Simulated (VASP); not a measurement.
MgO: geometry relaxation (part 1 of 3)

- system: MgO (P6₃mc, 4 atoms in the cell)
- method: Kohn-Sham DFT of a periodic cell, PBEsol, VASP PAW PBE potentials, recommended, no spin polarisation (VASP 6.6.1)

The structure derives from a Materials Project entry.

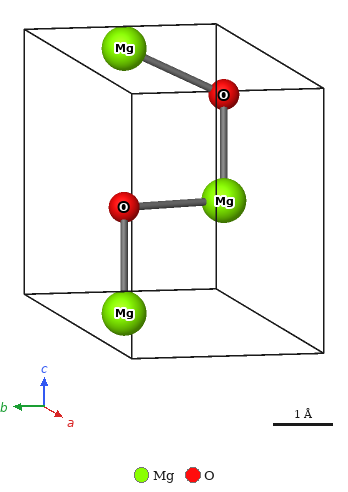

Fig. 1: The starting structure (ball-and-stick view of the cell of the calculation, seen at an oblique angle).

**INCAR**
```
PREC = Accurate ; ENCUT = 600
EDIFF = 1E-7 ; ISMEAR = 0
SIGMA = 0.03 ; LREAL = False
LASPH = True ; NELM = 80
ALGO = Normal ; ISIF = 3
LWAVE = False ; LCHARG = False
GGA = PS ; IBRION = 2
NSW = 90 ; EDIFFG = -0.005
```

**KPOINTS**
```
Automatic mesh
0
Gamma
  9 9 6
```

**POSCAR**
```
MgO                                     
1.0
    3.3067890853     -0.0000000000      0.0000000000
   -1.6533945377      2.8637633492     -0.0000000000
    0.0000000000      0.0000000000      4.9818483165
  Mg              O             
     2     2
Direct
     0.3333333300000021    0.6666666699999979    0.0022068782981320
     0.6666666699999979    0.3333333300000021    0.5022068782981320
     0.3333333300000021    0.6666666699999979    0.4023931217018700
     0.6666666699999979    0.3333333300000021    0.9023931217018700
```

Machine: 1 thread of Intel Xeon @ 2.90GHz (Ice Lake), 64 GiB of memory available, shared host.

Command:
```bash
cat potpaw_PBE.64/Mg/POTCAR potpaw_PBE.64/O/POTCAR > POTCAR
mpirun -np 1 vasp_std > vasp.out
```

**OSZICAR**
```
N       E                     dE             d eps       ncg     rms          rms(c)
DAV:   1     0.775920771012E+02    0.77592E+02   -0.83255E+03  1160   0.132E+03
DAV:   2    -0.229288757218E+02   -0.10052E+03   -0.92137E+02  1572   0.248E+02
DAV:   3    -0.283881031201E+02   -0.54592E+01   -0.54329E+01  1432   0.632E+01
DAV:   4    -0.284193393394E+02   -0.31236E-01   -0.31233E-01  1280   0.564E+00
DAV:   5    -0.284195507588E+02   -0.21142E-03   -0.21142E-03  1388   0.452E-01    0.109E+01
DAV:   6    -0.246602028047E+02    0.37593E+01   -0.15330E+01  1244   0.326E+01    0.385E+00
DAV:   7    -0.245845957354E+02    0.75607E-01   -0.20571E-01  1160   0.478E+00    0.213E+00
DAV:   8    -0.245569188922E+02    0.27677E-01   -0.84819E-02  1212   0.415E+00    0.402E-01
DAV:   9    -0.245554353118E+02    0.14836E-02   -0.14396E-02  1352   0.110E+00    0.140E-01
DAV:  10    -0.245556022925E+02   -0.16698E-03   -0.94649E-04  1156   0.328E-01    0.175E-02
DAV:  11    -0.245556107350E+02   -0.84425E-05   -0.32683E-05  1240   0.540E-02    0.103E-02
DAV:  12    -0.245556101793E+02    0.55578E-06   -0.23756E-06  1300   0.148E-02    0.470E-03
DAV:  13    -0.245556098970E+02    0.28222E-06   -0.25014E-06  1292   0.139E-02    0.107E-03
DAV:  14    -0.245556099203E+02   -0.23291E-07   -0.89102E-08   592   0.285E-03
   1 F= -.24555610E+02 E0= -.24555610E+02  d E =-.245556E+02
       N       E                     dE             d eps       ncg     rms          rms(c)
DAV:   1    -0.245556273703E+02   -0.17473E-04   -0.15024E-03  1152   0.388E-01    0.179E-02
DAV:   2    -0.245556233933E+02    0.39770E-05   -0.34473E-05  1236   0.577E-02    0.570E-03
DAV:   3    -0.245556227595E+02    0.63374E-06   -0.57227E-07  1276   0.826E-03    0.298E-03
DAV:   4    -0.245556225333E+02    0.22622E-06   -0.39416E-07  1216   0.666E-03    0.516E-04
DAV:   5    -0.245556225220E+02    0.11312E-07   -0.53738E-08   576   0.219E-03
   2 F= -.24555623E+02 E0= -.24555623E+02  d E =-.126017E-04
       N       E                     dE             d eps       ncg     rms          rms(c)
DAV:   1    -0.245556911425E+02   -0.68609E-04   -0.13527E-02  1152   0.116E+00    0.532E-02
DAV:   2    -0.245556564467E+02    0.34696E-04   -0.30618E-04  1240   0.172E-01    0.171E-02
DAV:   3    -0.245556510278E+02    0.54188E-05   -0.51065E-06  1264   0.247E-02    0.891E-03
DAV:   4    -0.245556489152E+02    0.21126E-05   -0.35194E-06  1332   0.199E-02    0.154E-03
DAV:   5    -0.245556488896E+02    0.25628E-07   -0.49700E-07  1044   0.653E-03
   3 F= -.24555649E+02 E0= -.24555649E+02  d E =-.389692E-04
       N       E                     dE             d eps       ncg     rms          rms(c)
DAV:   1    -0.245558161908E+02   -0.16728E-03   -0.54096E-02  1152   0.233E+00    0.106E-01
DAV:   2    -0.245556787623E+02    0.13743E-03   -0.12170E-03  1236   0.344E-01    0.341E-02
DAV:   3    -0.245556574479E+02    0.21314E-04   -0.20383E-05  1272   0.492E-02    0.177E-02
DAV:   4    -0.245556489828E+02    0.84651E-05   -0.13958E-05  1332   0.396E-02    0.308E-03
DAV:   5    -0.245556489531E+02    0.29719E-07   -0.19596E-06  1252   0.129E-02    0.190E-03
DAV:   6    -0.245556489017E+02    0.51319E-07   -0.64214E-08   576   0.327E-03
   4 F= -.24555649E+02 E0= -.24555649E+02  d E =-.389814E-04
       N       E                     dE             d eps       ncg     rms          rms(c)
DAV:   1    -0.245557048536E+02   -0.55901E-04   -0.15158E-02  1152   0.123E+00    0.565E-02
DAV:   2    -0.245556658862E+02    0.38967E-04   -0.34813E-04  1236   0.183E-01    0.182E-02
DAV:   3    -0.245556601455E+02    0.57407E-05   -0.56950E-06  1268   0.261E-02    0.953E-03
DAV:   4    -0.245556576662E+02    0.24792E-05   -0.40034E-06  1332   0.213E-02    0.163E-03
DAV:   5    -0.245556577214E+02   -0.55127E-07   -0.57417E-07  1080   0.703E-03
   5 F= -.24555658E+02 E0= -.24555658E+02  d E =-.478010E-04
       N       E                     dE             d eps       ncg     rms          rms(c)
DAV:   1    -0.245556634878E+02   -0.58215E-05   -0.17093E-04  1152   0.131E-01    0.587E-03
DAV:   2    -0.245556630954E+02    0.39237E-06   -0.15031E-06  1272   0.128E-02    0.326E-03
DAV:   3    -0.245556628298E+02    0.26555E-06   -0.23705E-07  1192   0.516E-03    0.441E-04
DAV:   4    -0.245556628201E+02    0.96957E-08   -0.18895E-08   576   0.139E-03
   6 F= -.24555663E+02 E0= -.24555663E+02  d E =-.509876E-05
       N       E                     dE             d eps       ncg     rms          rms(c)
DAV:   1    -0.245556833186E+02   -0.20489E-04   -0.15499E-03  1152   0.396E-01    0.174E-02
DAV:   2    -0.245556798392E+02    0.34794E-05   -0.14147E-05  1276   0.392E-02    0.975E-03
DAV:   3    -0.245556774035E+02    0.24357E-05   -0.25971E-06  1360   0.169E-02    0.118E-03
DAV:   4    -0.245556773651E+02    0.38369E-07   -0.18316E-07   812   0.410E-03
   7 F= -.24555677E+02 E0= -.24555677E+02  d E =-.196438E-04
       N       E                     dE             d eps       ncg     rms          rms(c)
DAV:   1    -0.245557271025E+02   -0.49699E-04   -0.61962E-03  1152   0.792E-01    0.347E-02
DAV:   2    -0.245557129955E+02    0.14107E-04   -0.56636E-05  1268   0.785E-02    0.195E-02
DAV:   3    -0.245557032852E+02    0.97102E-05   -0.10431E-05  1360   0.339E-02    0.239E-03
DAV:   4    -0.245557031597E+02    0.12553E-06   -0.75372E-07  1204   0.821E-03    0.115E-03
DAV:   5    -0.245557031556E+02    0.40857E-08   -0.10634E-08   576   0.113E-03
   8 F= -.24555703E+02 E0= -.24555703E+02  d E =-.454342E-04
       N       E                     dE             d eps       ncg     rms          rms(c)
DAV:   1    -0.245558366203E+02   -0.13346E-03   -0.24766E-02  1152   0.158E+00    0.695E-02
DAV:   2    -0.245557801523E+02    0.56468E-04   -0.22597E-04  1272   0.157E-01    0.391E-02
DAV:   3    -0.245557415478E+02    0.38604E-04   -0.41768E-05  1356   0.678E-02    0.481E-03
DAV:   4    -0.245557410907E+02    0.45708E-06   -0.30157E-06  1244   0.164E-02    0.227E-03
DAV:   5    -0.245557410769E+02    0.13808E-07   -0.44467E-08   608   0.230E-03
   9 F= -.24555741E+02 E0= -.24555741E+02  d E =-.833556E-04
       N       E                     dE             d eps       ncg     rms          rms(c)
DAV:   1    -0.245561409609E+02   -0.39987E-03   -0.98923E-02  1152   0.317E+00    0.139E-01
DAV:   2    -0.245559146780E+02    0.22628E-03   -0.90241E-04  1268   0.313E-01    0.780E-02
DAV:   3    -0.245557606566E+02    0.15402E-03   -0.16838E-04  1356   0.136E-01    0.986E-03
DAV:   4    -0.245557588087E+02    0.18479E-05   -0.12088E-05  1260   0.330E-02    0.456E-03
DAV:   5    -0.245557587602E+02    0.48442E-07   -0.20817E-07   996   0.482E-03
  10 F= -.24555759E+02 E0= -.24555759E+02  d E =-.101039E-03
```

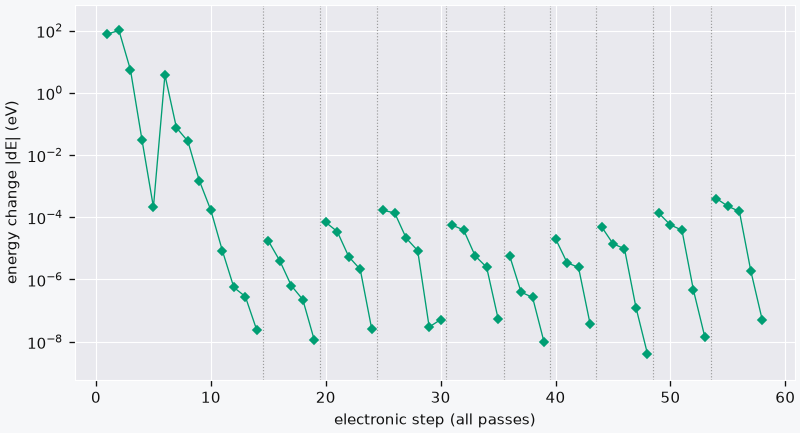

Fig. 2: Convergence of the self-consistent field: energy change |dE| against the electronic step. Each stretch between dotted lines is the SCF of one geometry step of a relaxation. The 10 ionic steps take 4 to 14 electronic steps each. The density is held fixed in the first few steps, and dE rises again when its update begins.

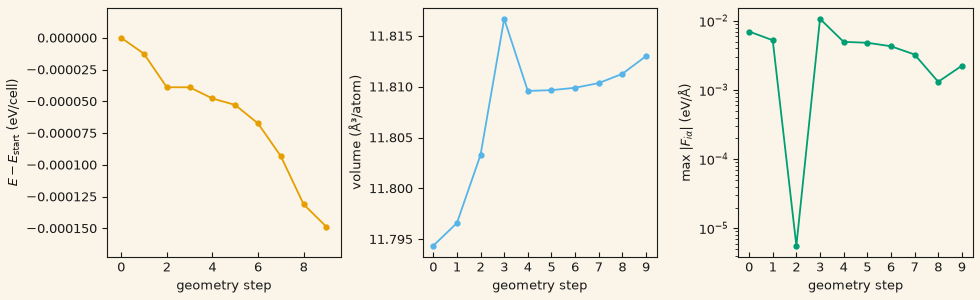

Fig. 3: Progress of the relaxation, step by step (steps are counted from 0).

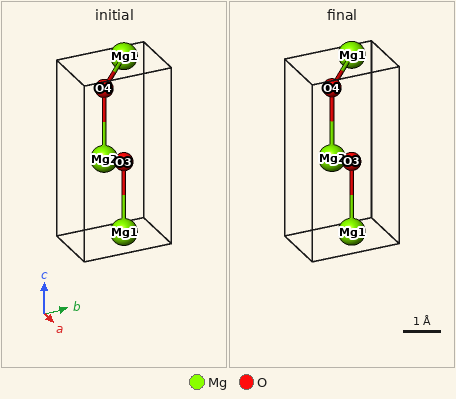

Fig. 4: Before (left) and after (right) the relaxation, at one scale (ball-and-stick view of the cell of the calculation, seen slightly off an axis). The energy falls by 0.1 meV per cell of the calculation in 9 geometry steps. Largest force component: 0.007 eV/Å at the start, 0.0022 eV/Å at the end. The largest moves relative to the cell, 0.007 Å, are those of Mg1, Mg2, O3 and O4. By element the largest moves are O 0.007 Å, Mg 0.007 Å. The volume changes by +0.2 %, with a = b 3.307 → 3.299 Å (−0.2 %), c 4.982 → 5.012 Å (+0.6 %). The space group stays P6_3mc (No. 186). (Atoms are counted from 1 in the order of the input.)

**Parts of OUTCAR**
```
PREC = Accurate
   ENCUT = 600
   EDIFF = 1E-7
   ISMEAR = 0
   LREAL = False
   LASPH = True
   NELM = 80
   ISIF = 3
   GGA = PS
   IBRION = 2
   NSW = 90
   EDIFFG = -0.005

 ion  position               nearest neighbor table
   1  0.333  0.667  0.002-   4 1.97   4 1.97   4 1.97   3 1.99   2 3.14   2 3.14   2 3.14   2 3.14
                             2 3.14   2 3.14
   2  0.667  0.333  0.502-   3 1.97   3 1.97   3 1.97   4 1.99   1 3.14   1 3.14   1 3.14   1 3.14
                             1 3.14   1 3.14
   3  0.333  0.667  0.402-   2 1.97   2 1.97   2 1.97   1 1.99
   4  0.667  0.333  0.902-   1 1.97   1 1.97   1 1.97   2 1.99

  LATTYP: Found a hexagonal cell.
 ALAT       =     3.3067890853
 C/A-ratio  =     1.5065515786

  Lattice vectors:

 A1 = (   3.3067890853,   0.0000000000,   0.0000000000)
 A2 = (  -1.6533945377,   2.8637633492,   0.0000000000)
 A3 = (   0.0000000000,   0.0000000000,   4.9818483165)

Analysis of symmetry for initial positions (statically):
=====================================================================
 Subroutine PRICEL returns:
 Original cell was already a primitive cell.

 Routine SETGRP: Setting up the symmetry group for a
 hexagonal supercell.

 Subroutine GETGRP returns: Found 12 space group operations
 (whereof  6 operations were pure point group operations)
 out of a pool of 24 trial point group operations.

The static configuration has the point symmetry C_3v.
 The point group associated with its full space group is C_6v.

Analysis of symmetry for dynamics (positions and initial velocities):
=====================================================================
 Subroutine PRICEL returns:
 Original cell was already a primitive cell.

 Routine SETGRP: Setting up the symmetry group for a
 hexagonal supercell.

 Subroutine GETGRP returns: Found 12 space group operations
 (whereof  6 operations were pure point group operations)
 out of a pool of 24 trial point group operations.

The dynamic configuration has the point symmetry C_3v.
 The point group associated with its full space group is C_6v.

 Subroutine INISYM returns: Found 12 space group operations
 (whereof  6 operations are pure point group operations),
 and found     1 'primitive' translations

----------------------------------------------------------------------------------------

                                     Primitive cell

  volume of cell :      47.1774

  direct lattice vectors                    reciprocal lattice vectors
     3.306789085  0.000000000  0.000000000     0.302408159  0.174595432  0.000000000
    -1.653394538  2.863763349  0.000000000     0.000000000  0.349190865  0.000000000
     0.000000000  0.000000000  4.981848316     0.000000000  0.000000000  0.200728713

  length of vectors
     3.306789085  3.306789080  4.981848316     0.349190864  0.349190865  0.200728713

  position of ions in fractional coordinates (direct lattice)
     0.333333330  0.666666670  0.002206878
     0.666666670  0.333333330  0.502206878
     0.333333330  0.666666670  0.402393122
     0.666666670  0.333333330  0.902393122

  ion indices of the primitive-cell ions
   primitive index   ion index
                 1           1
                 2           2
                 3           3
                 4           4

----------------------------------------------------------------------------------------

 KPOINTS: Automatic mesh

Automatic generation of k-mesh.
 Grid dimensions read from file:
 generate k-points for:    9    9    6

 Generating k-lattice:

  Cartesian coordinates                     Fractional coordinates (reciprocal lattice)
     0.033600907  0.019399492  0.000000000     0.111111111  0.000000000  0.000000000
     0.000000000  0.038798985  0.000000000     0.000000000  0.111111111  0.000000000
     0.000000000  0.000000000  0.033454785     0.000000000  0.000000000  0.166666667

  Length of vectors
     0.038798985  0.038798985  0.033454785

  Shift w.r.t. Gamma in fractional coordinates (k-lattice)
     0.000000000  0.000000000  0.000000000

 Subroutine IBZKPT returns following result:
 ===========================================

 Found     48 irreducible k-points:

 Following reciprocal coordinates:
            Coordinates               Weight
  0.000000  0.000000  0.000000      1.000000
  0.111111 -0.000000  0.000000      6.000000
  0.222222  0.000000  0.000000      6.000000
  0.333333 -0.000000  0.000000      6.000000
  0.444444  0.000000  0.000000      6.000000
  0.111111  0.111111  0.000000      6.000000
  0.222222  0.111111  0.000000     12.000000
  0.333333  0.111111  0.000000     12.000000
  0.444444  0.111111  0.000000      6.000000
  0.222222  0.222222  0.000000      6.000000
  0.333333  0.222222  0.000000     12.000000
  0.333333  0.333333  0.000000      2.000000
  0.000000  0.000000  0.166667      2.000000
  0.111111 -0.000000  0.166667     12.000000
  0.222222  0.000000  0.166667     12.000000
  0.333333 -0.000000  0.166667     12.000000
  0.444444  0.000000  0.166667     12.000000
  0.111111  0.111111  0.166667     12.000000
  0.222222  0.111111  0.166667     24.000000
  0.333333  0.111111  0.166667     24.000000
  0.444444  0.111111  0.166667     12.000000
  0.222222  0.222222  0.166667     12.000000
  0.333333  0.222222  0.166667     24.000000
  0.333333  0.333333  0.166667      4.000000
 [... further k-points ...]
   k-points           NKPTS =     48   k-points in BZ     NKDIM =     48   number of bands    NBANDS=     12
   number of dos      NEDOS =    301   number of ions     NIONS =      4
   total plane-waves  NPLWV =  31360
   dimension x,y,z NGX =    28 NGY =   28 NGZ =   40
   dimension x,y,z NGXF=    56 NGYF=   56 NGZF=   80
   ions per type =               2   2
   NGX,Y,Z   is equivalent  to a cutoff of  14.08, 14.08, 13.35 a.u.
   NGXF,Y,Z  is equivalent  to a cutoff of  28.15, 28.15, 26.70 a.u.
 SYSTEM =  unknown system
   PREC   = accura    normal or accurate (medium, high low for compatibility)
   ISTART =      0    job   : 0-new  1-cont  2-samecut
   ICHARG =      2    charge: 1-file 2-atom 10-const
   ISPIN  =      1    spin polarized calculation?
   LNONCOLLINEAR =      F non collinear calculations
   LSORBIT =      F    spin-orbit coupling
   LASPH  =      T    aspherical Exc in radial PAW
   ENCUT  =  600.0 eV  44.10 Ry    6.64 a.u.   6.60  6.60  9.95*2*pi/ulx,y,z
   NELM   =     80;   NELMIN=  2; NELMDL= -5     # of ELM steps
   EDIFF  = 0.1E-06   stopping-criterion for ELM
   LREAL  =      F    real-space projection
   EDIFFG = -.5E-02   stopping-criterion for IOM
   NSW    =     90    number of steps for IOM
   IBRION =      2    ionic relax: 0-MD 1-quasi-New 2-CG
   NFREE  =      1    steps in history (QN), initial steepest desc. (CG)
   ISIF   =      3    stress and relaxation
   ISYM   =      2    0-nonsym 1-usesym 2-fastsym
   POTIM  = 0.5000    time-step for ionic-motion
   TEBEG  =    0.0;   TEEND  =   0.0 temperature during run
   PSTRESS=    0.0 pullay stress
   NELECT =      16.0000    total number of electrons
   NUPDOWN=      -1.0000    fix difference up-down
   EMIN   =  10.00;   EMAX   =-10.00  energy-range for DOS
   EFERMI =   0.00;   METHOD = LEGACY
   ISMEAR =     0;   SIGMA  =   0.03  broadening in eV -4-tet -1-fermi 0-gaus
   EFERMI_NEDOS =   21; number of points for ismear=-14 and -15
   IALGO  =     38    algorithm
   IMIX   =      4    mixing-type and parameters
     AMIX     =   0.40;   BMIX     =  1.00
     AMIX_MAG =   1.60;   BMIX_MAG =  1.00
  volume/ion in A,a.u.               =      11.79        79.59
  Fermi-wavevector in a.u.,A,eV,Ry     =   1.141660  2.157425 17.733664  1.303388
  Thomas-Fermi vector in A             =   2.278360
   LORBIT       =      0    0 simple, 1 ext, 2 COOP (PROOUT), +10 PAW based schemes
   GGA     = PS    functional components
   LHFCALC =     F    Hartree Fock is set to
   AEXX    =    0.0000 exact exchange contribution
   IVDW    =     0    specifies the selected vdW correction
   LEPSILON=     F    determine dielectric tensor
   LRPA    =     F    only Hartree local field effects (RPA)
 conjugate gradient relaxation of ions
 non-spin polarized calculation
 Gauss-broadening in eV      SIGMA  =   0.03
  energy-cutoff  :      600.00
  volume of cell :       47.18
 maximum number of plane-waves:      1604
 NGX is ok and might be reduce to    28
   NGX = 13   NGY = 13   NGZ = 19

--------------------------------------- Ionic step        1  -------------------------------------------

 number of electron      15.9999997 magnetization

 Free energy of the ion-electron system (eV)
  ---------------------------------------------------
  ext. energy  EPLUGINS =         0.00000000
  ---------------------------------------------------
  free energy    TOTEN  =       -24.55560992 eV

  energy without entropy =      -24.55560992  energy(sigma->0) =      -24.55560992

------------------------ aborting loop because EDIFF is reached ----------------------------------------

  FORCE on cell =-STRESS in cart. coord.  units (eV):
  Direction    XX          YY          ZZ          XY          YZ          ZX
  --------------------------------------------------------------------------------------
  -------------------------------------------------------------------------------------
  Total       -0.0015284     -0.0015284      0.0187537     -0.0000000      0.0000000      0.0000000
  in kB       -0.0519041     -0.0519041      0.6368892     -0.0000000      0.0000000      0.0000000
  external PRESSURE =       0.1776937 kB  Pullay stress =       0.0000000 kB

 VOLUME and BASIS-vectors are now :
```
